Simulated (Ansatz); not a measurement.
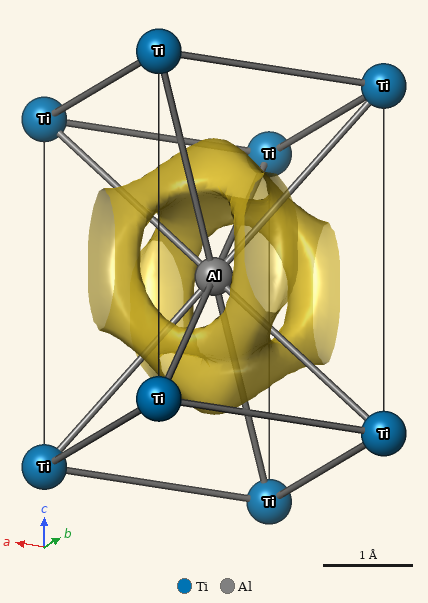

The picture shows: TiAl. Isosurface of the electron localisation function at 0.65 (yellow), seen at an oblique angle. Core shells and regions of very low density are left out. Sticks mark near contacts.

Space group P4/mmm.

Method: Ansatz 0.2.0, Kohn-Sham DFT of a periodic cell, RPBE, Ansatz PAW.

Core electrons are frozen (PAW), and the valence fields are smoothed inside the atomic spheres.

Identify the bonds, lone pairs and shells in this picture.

Answer. At this value the surface marks out sheets that run through the cell in two directions, counted in one cell of 2 atoms. Any copies at cell faces, edges or corners count once.

Values along the shortest contacts:
Ti–Ti (2.84 Å): the ELF is about 0.30 at the midpoint. Al–Al (2.84 Å): the ELF peaks at about 0.70 between the atoms.

Metal or insulator at this level of theory?

Answer. It is metallic or semimetallic at this level of theory: no gap opens.
